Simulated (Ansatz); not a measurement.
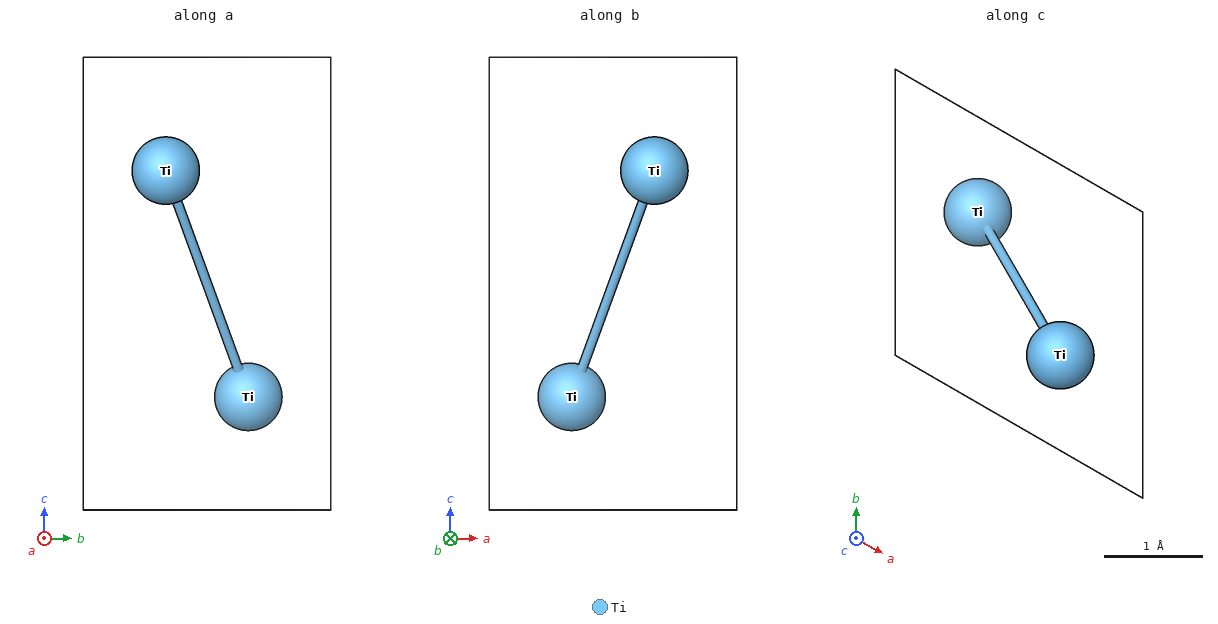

An orthographic ball-and-stick view of the structure, along the a axis, along the b axis and along the c axis. The outline marks the conventional unit cell.

Lattice parameters: a = 2.939 Å, b = 2.939 Å, c = 4.650 Å, α = 90.00°, β = 90.00°, γ = 120.00°. Put a along x and b in the xy plane.

### Record the structure as a POSCAR file.

```
Ti
1.0
     2.939    0.000    0.000
    -1.470    2.545    0.000
     0.000    0.000    4.650
Ti
2
Direct
  0.6667 0.3333 0.7500
  0.3333 0.6667 0.2500
```

Source of the structure: a structure type filled with this element by a generator (whether the element takes this form wasn't checked). The final geometry of a relaxation with DFT PBE, scalar-relativistic, plane waves, PAW (Ansatz 0.2.0) is shown.
